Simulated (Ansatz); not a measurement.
Geometry relaxation of TiO$_{2}$ (part 3 of 4)

TiO$_{2}$ (slab, 36 atoms in the cell); DFT PBE+D3(BJ), scalar-relativistic, plane waves, PAW, no spin polarisation (Ansatz 0.2.0); cutoff 420 eV, 5×4×1 k-mesh, Gaussian smearing of 0.05 eV. The structure derives from an entry of the Crystallography Open Database. The input holds or restrains some coordinates.

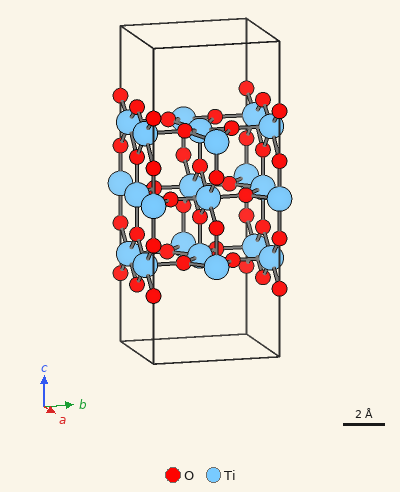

Fig. 1: The geometry at step 3 of the log (ball-and-stick view of the cell of the calculation, with the vacuum cut short, seen slightly off an axis).

What the program printed, continued:
```
  k-point 2: bands = ["-58.7465", "-58.7058", "-58.4310", "-58.3891", "-58.1478", "-58.1058", "-57.7644", "-57.7246", "-57.2531", "-57.2095", "-56.8293", "-56.7883", "-35.2325", "-35.0919", "-35.0591", "-35.0012", "-34.9502", "-34.8446", "-34.7826", "-34.7483", "-34.6877", "-34.6229", "-34.6099", "-34.5809", "-34.5613", "-34.5144", "-34.4876", "-34.3922", "-34.3124", "-34.2864", "-34.2106", "-34.0599", "-33.9571", "-33.9143", "-33.9044", "-33.8837", "-33.8034", "-33.5552", "-33.5295", "-33.5152",
      "-33.4241", "-33.3075", "-33.2929", "-33.2411", "-33.2021", "-33.0591", "-32.9528", "-32.8383", "-19.4561", "-18.9126", "-18.8910", "-18.6562", "-18.6296", "-18.4850", "-18.4401", "-18.3288", "-18.2448", "-18.2377", "-18.2055", "-17.9774", "-17.9355", "-17.8139", "-17.6752", "-17.4937", "-17.4527", "-17.3123", "-17.3073", "-17.0344", "-16.7337", "-16.6799", "-15.7486", "-15.6691", "-7.0769", "-6.5283", "-6.3975", "-6.2711", "-6.2169", "-6.0598", "-5.9179", "-5.8992",
      "-5.7041", "-5.6497", "-5.6431", "-5.5221", "-5.4314", "-5.3768", "-5.3514", "-5.3270", "-5.2860", "-5.2219", "-4.9365", "-4.8721", "-4.7280", "-4.6760", "-4.6718", "-4.6137", "-4.5807", "-4.4934", "-4.4536", "-4.4525", "-4.3907", "-4.3201", "-4.3140", "-4.2826", "-4.2745", "-4.1724", "-3.9060", "-3.8204", "-3.7914", "-3.7023", "-3.6835", "-3.6551", "-3.6133", "-3.5633", "-3.5012", "-3.4002", "-3.3399", "-3.3278", "-3.2024", "-3.1556",
      "-3.0414", "-2.9434", "-2.9383", "-2.8755", "-2.7087", "-2.6847", "-2.6337", "-2.5436", "-2.3754", "-2.3116", "-2.2028", "-2.0980", "-2.0611", "-2.0438", "-2.0233", "-1.9198", "-1.7827", "-1.6903", "-1.4882", "-1.2930", "-1.0584", "-1.0317", "-0.9407", "-0.8930", "0.2348", "0.2532", "0.6739", "0.7933", "0.8049", "0.8499", "1.2693", "1.3273", "1.3537", "1.3541", "1.4749", "1.5349", "1.5619", "1.5890", "1.6080", "1.7520",
      "1.8950", "1.9001", "2.0566", "2.1482", "2.1932", "2.2178", "2.3752", "2.3801", "2.5219", "2.5364", "2.6185", "2.6637", "2.7061", "2.7342", "2.7615", "2.8208", "2.9098", "2.9134", "2.9877", "3.1866"]
  k-point 8: bands = ["-58.7325", "-58.7199", "-58.4166", "-58.4036", "-58.1333", "-58.1203", "-57.7507", "-57.7384", "-57.2381", "-57.2246", "-56.8152", "-56.8025", "-35.0812", "-35.0469", "-35.0401", "-34.9423", "-34.9141", "-34.9116", "-34.8814", "-34.7746", "-34.7088", "-34.6723", "-34.5711", "-34.5640", "-34.5320", "-34.5038", "-34.4858", "-34.3764", "-34.3560", "-34.3232", "-34.1789", "-34.0519", "-34.0246", "-33.9929", "-33.9014", "-33.8907", "-33.6477", "-33.5409", "-33.5286", "-33.5272",
      "-33.4536", "-33.4521", "-33.2274", "-33.2154", "-33.1400", "-33.0231", "-32.9993", "-32.9899", "-19.1316", "-18.8301", "-18.7536", "-18.7098", "-18.5093", "-18.4470", "-18.3988", "-18.2529", "-18.2405", "-18.1436", "-18.0762", "-18.0660", "-17.9931", "-17.9603", "-17.9434", "-17.8485", "-17.3471", "-17.2535", "-17.1596", "-17.0156", "-16.8948", "-16.8457", "-15.8011", "-15.7826", "-6.6072", "-6.1757", "-6.1124", "-6.0868", "-5.8154", "-5.7938", "-5.7192", "-5.6887",
      "-5.6210", "-5.5564", "-5.5478", "-5.4544", "-5.3647", "-5.3602", "-5.3202", "-5.2768", "-5.2765", "-5.2448", "-5.1700", "-5.0943", "-5.0700", "-4.9758", "-4.8284", "-4.8123", "-4.6668", "-4.6640", "-4.6371", "-4.6334", "-4.4899", "-4.2859", "-4.1501", "-4.1360", "-3.9509", "-3.9507", "-3.9187", "-3.9069", "-3.8698", "-3.8211", "-3.7838", "-3.7721", "-3.6156", "-3.6117", "-3.5599", "-3.5391", "-3.5329", "-3.5161", "-3.5006", "-3.4577",
      "-3.3167", "-3.2919", "-3.0908", "-3.0364", "-2.8916", "-2.8399", "-2.4528", "-2.4424", "-2.2687", "-2.1849", "-2.1720", "-2.1045", "-2.0670", "-1.9547", "-1.9329", "-1.9061", "-1.8611", "-1.8597", "-1.6864", "-1.5619", "-1.1160", "-1.0916", "-0.8535", "-0.7505", "0.6727", "0.7222", "0.9052", "0.9602", "0.9633", "1.0162", "1.1075", "1.1847", "1.1865", "1.2053", "1.3245", "1.5010", "1.5837", "1.6860", "1.7673", "1.8285",
      "2.0187", "2.0383", "2.0533", "2.0818", "2.1039", "2.2591", "2.3817", "2.4586", "2.4935", "2.5433", "2.6016", "2.6465", "2.9044", "2.9740", "2.9809", "2.9847", "3.0027", "3.0417", "3.1963", "3.2140"]
--- Relaxed structure (7 steps of the walk, 7 accepted, 0 SCFs on fresh bases) ---
  F+E_penalty+E_count = -43665.86631412 eV   max|allowed force component| = 4.089e-3 eV/Å
  atoms:
    - { symbol: O, position: [0.0, 0.0, 0.3260871966] }
    - { symbol: O, position: [0.5, 0.0, 0.3260871966] }
    - { symbol: Ti, position: [0.0, 0.5, 0.3749948776] }
    - { symbol: Ti, position: [0.5, 0.5, 0.3749948776] }
    - { symbol: Ti, position: [0.25, 0.0, 0.3749948776] }
    - { symbol: Ti, position: [0.75, 0.0, 0.3749948776] }
    - { symbol: O, position: [0.25, 0.3043772928, 0.3749948776] }
    - { symbol: O, position: [0.75, 0.3043772928, 0.3749948776] }
    - { symbol: O, position: [0.25, 0.6956227072, 0.3749948776] }
    - { symbol: O, position: [0.75, 0.6956227072, 0.3749948776] }
    - { symbol: O, position: [0.0, 0.0, 0.4239025585000001] }
    - { symbol: O, position: [0.5, 0.0, 0.4239025585000001] }
    - { symbol: O, position: [0.0, 0.5, 0.4510923191] }
    - { symbol: O, position: [0.5, 0.5, 0.4510923191] }
    - { symbol: Ti, position: [-2.790196853349286e-31, 5.910544578505321e-35, 0.5018094069390958] }
    - { symbol: Ti, position: [0.5, 5.910544578505321e-35, 0.5018094069390958] }
    - { symbol: Ti, position: [0.25, 0.5, 0.4981268827817899] }
    - { symbol: Ti, position: [0.75, 0.5, 0.4981268827817899] }
    - { symbol: O, position: [0.25, 0.7978708997325674, 0.49970212386001467] }
    - { symbol: O, position: [0.75, 0.7978708997325674, 0.49970212386001467] }
    - { symbol: O, position: [0.25, 0.202129100267433, 0.49970212386001467] }
    - { symbol: O, position: [0.75, 0.202129100267433, 0.49970212386001467] }
    - { symbol: O, position: [0.0, 0.5, 0.5491096129941015] }
    - { symbol: O, position: [0.5, 0.5, 0.5491096129941015] }
    - { symbol: O, position: [6.675611163153433e-32, 1.4776361446263304e-35, 0.5745803785048292] }
    - { symbol: O, position: [0.5, -1.4776361446263304e-35, 0.5745803785048292] }
    - { symbol: Ti, position: [-6.842501442232268e-31, 0.5, 0.619107100471057] }
    - { symbol: Ti, position: [0.5, 0.5, 0.619107100471057] }
    - { symbol: Ti, position: [0.25, -7.388180723131652e-35, 0.6311851577626315] }
    - { symbol: Ti, position: [0.75, -7.388180723131652e-35, 0.6311851577626315] }
    - { symbol: O, position: [0.25, 0.3134587924843642, 0.6312779944322815] }
    - { symbol: O, position: [0.75, 0.3134587924843642, 0.6312779944322815] }
    - { symbol: O, position: [0.25, 0.6865412075156361, 0.6312779944322815] }
    - { symbol: O, position: [0.75, 0.6865412075156361, 0.6312779944322815] }
    - { symbol: O, position: [6.675611163153433e-32, -2.5119814458647617e-34, 0.6726891027416072] }
    - { symbol: O, position: [0.5, -2.5119814458647617e-34, 0.6726891027416072] }
```

Trajectory as extended XYZ (Å, eV, eV/Å), 6 of the 7 frames kept, from step=1 to step=7:
```
36
Lattice="5.9085 0.0000 0.0000 0.0000 6.5169 0.0000 0.0000 0.0000 26.0666" Properties=species:S:1:pos:R:3:forces:R:3 step=1 energy=-43664.11032
O     0.0000    0.0000    8.5000    0.0000   0.0000   1.9039
O     2.9543    0.0000    8.5000    0.0000   0.0000   1.9039
Ti    0.0000    3.2585    9.7749    0.0000   0.0000   2.7765
Ti    2.9543    3.2585    9.7749    0.0000   0.0000   2.7765
Ti    1.4771    0.0000    9.7749    0.0000   0.0000  -3.3620
Ti    4.4314    0.0000    9.7749    0.0000   0.0000  -3.3620
O     1.4771    1.9836    9.7749    0.0000   1.8804  -0.7903
O     4.4314    1.9836    9.7749    0.0000   1.8804  -0.7903
O     1.4771    4.5333    9.7749    0.0000  -1.8804  -0.7903
O     4.4314    4.5333    9.7749    0.0000  -1.8804  -0.7903
O     0.0000    0.0000   11.0497    0.0000   0.0000   1.5303
O     2.9543    0.0000   11.0497    0.0000   0.0000   1.5303
O     0.0000    3.2585   11.7585    0.0000   0.0000  -1.0566
O     2.9543    3.2585   11.7585    0.0000   0.0000  -1.0566
Ti    0.0000    0.0000   13.0333    0.0000   0.0000   0.0000
Ti    2.9543    0.0000   13.0333    0.0000   0.0000   0.0000
Ti    1.4771    3.2585   13.0333    0.0000   0.0000   0.0000
Ti    4.4314    3.2585   13.0333    0.0000   0.0000   0.0000
O     1.4771    5.2421   13.0333    0.0000  -0.7167   0.0000
O     4.4314    5.2421   13.0333    0.0000  -0.7167   0.0000
O     1.4771    1.2749   13.0333    0.0000   0.7167   0.0000
O     4.4314    1.2749   13.0333    0.0000   0.7167   0.0000
O     0.0000    3.2585   14.3082    0.0000   0.0000   1.0566
O     2.9543    3.2585   14.3082    0.0000   0.0000   1.0566
O     0.0000    0.0000   15.0169    0.0000   0.0000  -1.5303
O     2.9543    0.0000   15.0169    0.0000   0.0000  -1.5303
Ti    0.0000    3.2585   16.2918    0.0000   0.0000  -2.7765
Ti    2.9543    3.2585   16.2918    0.0000   0.0000  -2.7765
Ti    1.4771    0.0000   16.2918    0.0000   0.0000   3.3620
Ti    4.4314    0.0000   16.2918    0.0000   0.0000   3.3620
O     1.4771    1.9836   16.2918    0.0000   1.8804   0.7903
O     4.4314    1.9836   16.2918    0.0000   1.8804   0.7903
O     1.4771    4.5333   16.2918    0.0000  -1.8804   0.7903
O     4.4314    4.5333   16.2918    0.0000  -1.8804   0.7903
O     0.0000    0.0000   17.5666    0.0000   0.0000  -1.9039
O     2.9543    0.0000   17.5666    0.0000   0.0000  -1.9039
36
Lattice="5.9085 0.0000 0.0000 0.0000 6.5169 0.0000 0.0000 0.0000 26.0666" Properties=species:S:1:pos:R:3:forces:R:3 step=2 energy=-43665.24961
O     0.0000    0.0000    8.5000    0.0000   0.0000   1.8985
O     2.9543    0.0000    8.5000    0.0000   0.0000   1.8985
Ti    0.0000    3.2585    9.7749    0.0000   0.0000   2.7602
Ti    2.9543    3.2585    9.7749    0.0000   0.0000   2.7602
Ti    1.4771    0.0000    9.7749    0.0000   0.0000  -3.3547
Ti    4.4314    0.0000    9.7749    0.0000   0.0000  -3.3547
O     1.4771    1.9836    9.7749    0.0000   1.8834  -0.7882
O     4.4314    1.9836    9.7749    0.0000   1.8834  -0.7882
O     1.4771    4.5333    9.7749    0.0000  -1.8834  -0.7882
O     4.4314    4.5333    9.7749    0.0000  -1.8834  -0.7882
O     0.0000    0.0000   11.0497    0.0000   0.0000   1.5262
O     2.9543    0.0000   11.0497    0.0000   0.0000   1.5262
O     0.0000    3.2585   11.7585    0.0000   0.0000  -1.2248
O     2.9543    3.2585   11.7585    0.0000   0.0000  -1.2248
Ti    0.0000    0.0000   13.0341    0.0000   0.0000   0.4240
Ti    2.9543    0.0000   13.0341    0.0000   0.0000   0.4240
Ti    1.4771    3.2585   13.0243    0.0000   0.0000  -0.3089
Ti    4.4314    3.2585   13.0243    0.0000   0.0000  -0.3089
O     1.4771    5.2275   13.0311    0.0000  -0.4142  -0.0196
O     4.4314    5.2275   13.0311    0.0000  -0.4142  -0.0196
O     1.4771    1.2895   13.0311    0.0000   0.4142  -0.0196
O     4.4314    1.2895   13.0311    0.0000   0.4142  -0.0196
O     0.0000    3.2585   14.2890    0.0000   0.0000   1.0306
O     2.9543    3.2585   14.2890    0.0000   0.0000   1.0306
O     0.0000    0.0000   15.0199    0.0000   0.0000  -1.3412
O     2.9543    0.0000   15.0199    0.0000   0.0000  -1.3412
Ti    0.0000    3.2585   16.2098    0.0000   0.0000  -1.5587
Ti    2.9543    3.2585   16.2098    0.0000   0.0000  -1.5587
Ti    1.4771    0.0000   16.3572    0.0000   0.0000   2.3157
Ti    4.4314    0.0000   16.3572    0.0000   0.0000   2.3157
O     1.4771    2.0224   16.3714    0.0000   0.7058   0.3757
O     4.4314    2.0224   16.3714    0.0000   0.7058   0.3757
O     1.4771    4.4945   16.3714    0.0000  -0.7058   0.3757
O     4.4314    4.4945   16.3714    0.0000  -0.7058   0.3757
O     0.0000    0.0000   17.5559    0.0000   0.0000  -1.3027
O     2.9543    0.0000   17.5559    0.0000   0.0000  -1.3027
36
Lattice="5.9085 0.0000 0.0000 0.0000 6.5169 0.0000 0.0000 0.0000 26.0666" Properties=species:S:1:pos:R:3:forces:R:3 step=3 energy=-43665.81471
O     0.0000    0.0000    8.5000    0.0000   0.0000   1.8431
O     2.9543    0.0000    8.5000    0.0000   0.0000   1.8431
Ti    0.0000    3.2585    9.7749    0.0000   0.0000   2.5933
Ti    2.9543    3.2585    9.7749    0.0000   0.0000   2.5933
Ti    1.4771    0.0000    9.7749    0.0000   0.0000  -3.2039
Ti    4.4314    0.0000    9.7749    0.0000   0.0000  -3.2039
O     1.4771    1.9836    9.7749    0.0000   1.9430  -0.7756
O     4.4314    1.9836    9.7749    0.0000   1.9430  -0.7756
O     1.4771    4.5333    9.7749    0.0000  -1.9430  -0.7756
O     4.4314    4.5333    9.7749    0.0000  -1.9430  -0.7756
O     0.0000    0.0000   11.0497    0.0000   0.0000   1.4966
O     2.9543    0.0000   11.0497    0.0000   0.0000   1.4966
O     0.0000    3.2585   11.7585    0.0000   0.0000  -1.0471
O     2.9543    3.2585   11.7585    0.0000   0.0000  -1.0471
Ti    0.0000    0.0000   13.0563    0.0000   0.0000   0.4245
Ti    2.9543    0.0000   13.0563    0.0000   0.0000   0.4245
Ti    1.4771    3.2585   13.0096    0.0000   0.0000  -0.5485
Ti    4.4314    3.2585   13.0096    0.0000   0.0000  -0.5485
O     1.4771    5.2038   13.0319    0.0000  -0.1659  -0.0645
O     4.4314    5.2038   13.0319    0.0000  -0.1659  -0.0645
O     1.4771    1.3131   13.0319    0.0000   0.1659  -0.0645
O     4.4314    1.3131   13.0319    0.0000   0.1659  -0.0645
O     0.0000    3.2585   14.3137    0.0000   0.0000  -0.1739
O     2.9543    3.2585   14.3137    0.0000   0.0000  -0.1739
O     0.0000    0.0000   14.9699    0.0000   0.0000  -0.1420
O     2.9543    0.0000   14.9699    0.0000   0.0000  -0.1420
Ti    0.0000    3.2585   16.1268    0.0000   0.0000   0.6369
Ti    2.9543    3.2585   16.1268    0.0000   0.0000   0.6369
Ti    1.4771    0.0000   16.4469    0.0000   0.0000  -0.4903
Ti    4.4314    0.0000   16.4469    0.0000   0.0000  -0.4903
O     1.4771    2.0479   16.4713    0.0000  -0.0017  -0.1268
O     4.4314    2.0479   16.4713    0.0000  -0.0017  -0.1268
O     1.4771    4.4690   16.4713    0.0000   0.0017  -0.1268
O     4.4314    4.4690   16.4713    0.0000   0.0017  -0.1268
O     0.0000    0.0000   17.5012    0.0000   0.0000   0.5466
O     2.9543    0.0000   17.5012    0.0000   0.0000   0.5466
36
Lattice="5.9085 0.0000 0.0000 0.0000 6.5169 0.0000 0.0000 0.0000 26.0666" Properties=species:S:1:pos:R:3:forces:R:3 step=5 energy=-43665.86553
O     0.0000    0.0000    8.5000    0.0000   0.0000   1.8125
O     2.9543    0.0000    8.5000    0.0000   0.0000   1.8125
Ti    0.0000    3.2585    9.7749    0.0000   0.0000   2.4598
Ti    2.9543    3.2585    9.7749    0.0000   0.0000   2.4598
Ti    1.4771    0.0000    9.7749    0.0000   0.0000  -3.0863
Ti    4.4314    0.0000    9.7749    0.0000   0.0000  -3.0863
O     1.4771    1.9836    9.7749    0.0000   1.9859  -0.7663
O     4.4314    1.9836    9.7749    0.0000   1.9859  -0.7663
O     1.4771    4.5333    9.7749    0.0000  -1.9859  -0.7663
O     4.4314    4.5333    9.7749    0.0000  -1.9859  -0.7663
O     0.0000    0.0000   11.0497    0.0000   0.0000   1.5257
O     2.9543    0.0000   11.0497    0.0000   0.0000   1.5257
O     0.0000    3.2585   11.7585    0.0000   0.0000  -1.2055
O     2.9543    3.2585   11.7585    0.0000   0.0000  -1.2055
Ti    0.0000    0.0000   13.0763    0.0000   0.0000   0.0704
Ti    2.9543    0.0000   13.0763    0.0000   0.0000   0.0704
Ti    1.4771    3.2585   12.9852    0.0000   0.0000   0.0311
Ti    4.4314    3.2585   12.9852    0.0000   0.0000   0.0311
O     1.4771    5.2000   13.0231    0.0000  -0.0010   0.0028
O     4.4314    5.2000   13.0231    0.0000  -0.0010   0.0028
O     1.4771    1.3169   13.0231    0.0000   0.0010   0.0028
O     4.4314    1.3169   13.0231    0.0000   0.0010   0.0028
O     0.0000    3.2585   14.3150    0.0000   0.0000  -0.0015
O     2.9543    3.2585   14.3150    0.0000   0.0000  -0.0015
O     0.0000    0.0000   14.9778    0.0000   0.0000  -0.0495
O     2.9543    0.0000   14.9778    0.0000   0.0000  -0.0495
Ti    0.0000    3.2585   16.1422    0.0000   0.0000  -0.0061
Ti    2.9543    3.2585   16.1422    0.0000   0.0000  -0.0061
Ti    1.4771    0.0000   16.4522    0.0000   0.0000   0.0247
Ti    4.4314    0.0000   16.4522    0.0000   0.0000   0.0247
O     1.4771    2.0446   16.4630    0.0000  -0.0327  -0.0219
O     4.4314    2.0446   16.4630    0.0000  -0.0327  -0.0219
O     1.4771    4.4723   16.4630    0.0000   0.0327  -0.0219
O     4.4314    4.4723   16.4630    0.0000   0.0327  -0.0219
O     0.0000    0.0000   17.5344    0.0000   0.0000  -0.0045
O     2.9543    0.0000   17.5344    0.0000   0.0000  -0.0045
```
